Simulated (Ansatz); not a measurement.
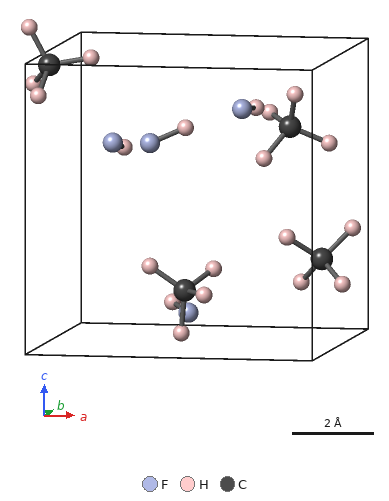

Starting frame of a dynamics run of a periodic cell with 4 HF + 4 CH4 at 0.617 g/cm³. It starts from the last geometry of an earlier run, with fresh velocities. Style: ball-and-stick. Shown: the simulation cell, slightly off an axis.

Method: Ansatz 0.2.0, DFT PBE, scalar-relativistic, plane waves, PAW.

Input file:
```yaml
accuracy: low
crystal:
  lattice:
    - [7.293633, 0.0, 0.0]
    - [0.0, 7.293633, 0.0]
    - [0.0, 0.0, 7.293633]
  atoms:
    - { symbol: F, position: [0.65218147, 0.50837161, 0.79914816] }
    - { symbol: H, position: [0.67462185, 0.64409275, 0.78963805] }
    - { symbol: F, position: [0.3525608, 0.39844842, 0.68754615] }
    - { symbol: H, position: [0.4678841, 0.44283974, 0.73795519] }
    - { symbol: F, position: [0.28760786, 0.06714295, 0.72412769] }
    - { symbol: H, position: [0.30226384, 0.19730046, 0.69390136] }
    - { symbol: F, position: [0.41525984, 0.7640092, 0.06546558] }
    - { symbol: H, position: [0.33968695, 0.86617972, 0.0897722] }
    - { symbol: C, position: [0.5095742, 0.21255783, 0.2046749] }
    - { symbol: H, position: [0.39241713, 0.19351251, 0.28754145] }
    - { symbol: H, position: [0.58666061, 0.33468403, 0.2671055] }
    - { symbol: H, position: [0.49202236, 0.24132337, 0.05422984] }
    - { symbol: H, position: [0.60040733, 0.09370833, 0.20338254] }
    - { symbol: C, position: [0.90156208, 0.65443887, 0.27253468] }
    - { symbol: H, position: [0.79536161, 0.57572034, 0.35368351] }
    - { symbol: H, position: [0.9916381, 0.55794583, 0.1982852] }
    - { symbol: H, position: [0.99370692, 0.73039221, 0.37297217] }
    - { symbol: H, position: [0.8130906, 0.73955298, 0.18236215] }
    - { symbol: C, position: [0.0271711, 0.26834356, -0.0360181] }
    - { symbol: H, position: [-0.04812174, 0.37373844, -0.11411024] }
    - { symbol: H, position: [0.01150325, 0.15243894, -0.13013891] }
    - { symbol: H, position: [-0.04023442, 0.25618976, 0.09327513] }
    - { symbol: H, position: [0.16678928, 0.2979185, -0.0117758] }
    - { symbol: C, position: [0.74450476, 0.89039931, 0.69859086] }
    - { symbol: H, position: [0.65222499, 1.0028748, 0.73400854] }
    - { symbol: H, position: [0.87085488, 0.94193745, 0.63901826] }
    - { symbol: H, position: [0.66981688, 0.80786318, 0.59650617] }
    - { symbol: H, position: [0.77726246, 0.81174838, 0.81907433] }
basis:
  ecutwfc: 420.0
kpoints:
  mp_grid: { grid: [1, 1, 1] }
hamiltonian:
  xc: pbe
scf:
  occupations: { method: fermi_dirac, width: 0.02 }
  lower_state_search: "off"
md:
  timestep: 0.5
  n_steps: 400
  ensemble: nvt_langevin
  temperature: 400.0
  initial_velocities: maxwell_boltzmann
  seed: 366751
  friction: 0.02
```

Run as
```bash
ansatz run input.yaml --threads 1 --pin off --max-ram 3072MiB --backend cpu --events-out ev --progress --plain --runs-dir out
```

**Predict how the run goes.**

Over the second half the temperature averages 422 K (spread ±62 K). The potential energy in the second half lies on average 11.2 meV per atom above the first frame. In the second half of the run the atoms are, in the root-mean-square, this far from where they began (common drift taken out): H 1.09 Å, F 0.71 Å, C 0.42 Å. The heavy atoms stay within a fraction of a molecule's size of their starting places; so short a run doesn't tell a liquid from a solid.

Along the run (each row but the first and the last is the mean over the interval that it begins):

```csv
time (fs),potential energy (meV/atom),T (K)
0.0,0.0,386
25.0,9.3,359
50.0,5.2,341
75.0,8.1,353
100.0,12.9,357
125.0,10.3,438
150.0,11.1,440
175.0,10.5,452
200.0,16.2,425
```

The paths of the atoms:

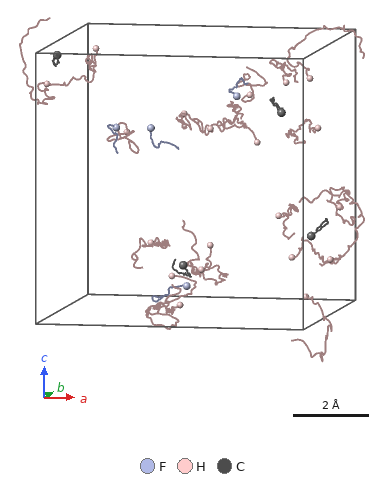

Limits of the set-up: the program's low-accuracy preset was used; the periodic images lie only 7.3 Å apart, so the values are limited by the cell's size.
